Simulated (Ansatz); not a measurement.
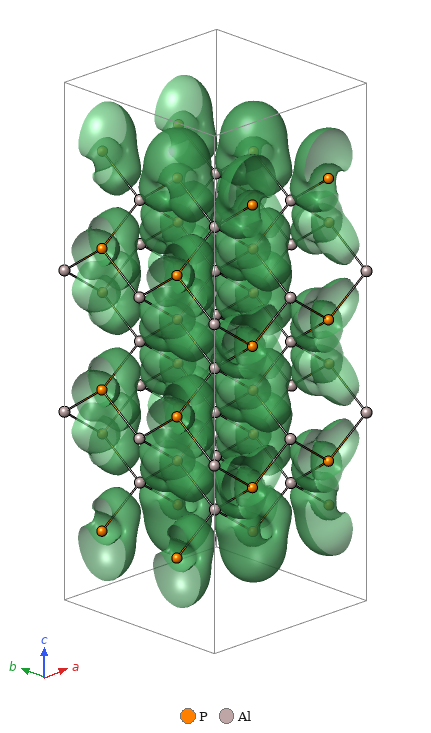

Figure 1: Al₅P₆ (slab). Isosurface of the ELF at 0.7 (green), seen at an oblique angle. Core shells and regions of very low density are left out. Sticks mark near contacts.

Not relaxed (largest force 0.4 eV/Å); computed without spin polarisation.

Level of theory: DFT PBE, scalar-relativistic, plane waves, PAW in Ansatz.

Core electrons are frozen (PAW), and the valence fields are smoothed inside the atomic spheres.

**What do the ELF domains correspond to?**

At this value the surface marks out six regions on P in which the atom's valence shell and bonds are merged, counted in one cell of 11 atoms. Counts are for one cell; the picture repeats the cell along the surface. Profiles from the grid: Al–P (2.38 Å): the ELF peaks at about 0.95 between the atoms.

**Does the calculation give a band gap?**

It is metallic or semimetallic at this level of theory: no gap opens.
